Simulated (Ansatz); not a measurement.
Structure of Ta:

```
Ta
1.0
     4.17639    0.00000    0.00000
     0.00000    4.17639    0.00000
     0.00000    0.00000    4.17639
Ta
4
Direct
  0.00000 0.00000 0.00000
  0.00000 0.50000 0.50000
  0.50000 0.00000 0.50000
  0.50000 0.50000 0.00000
```

It is based on the input geometry of an electronic-structure calculation (not necessarily at equilibrium); the starting structure was generated, so it need not be a known form of this composition.

Q: Where will the first 4 clear peaks of its X-ray PDF lie (peak width σ = 0.15 Å), and from which pairs do they come?

A: 1. 2.94 Å: Ta–Ta at 2.95 Å
2. 4.17 Å: Ta–Ta at 4.18 Å
3. 5.12 Å: Ta–Ta at 5.12 Å
4. 5.91 Å: Ta–Ta at 5.91 Å

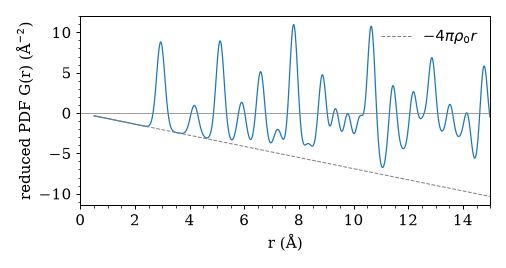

The curve is a calculated X-ray PDF: distances of the static structure, each pair weighted by the product of the atomic numbers (X-ray weights at Q = 0), broadened by Gaussians with σ = 0.15 Å.
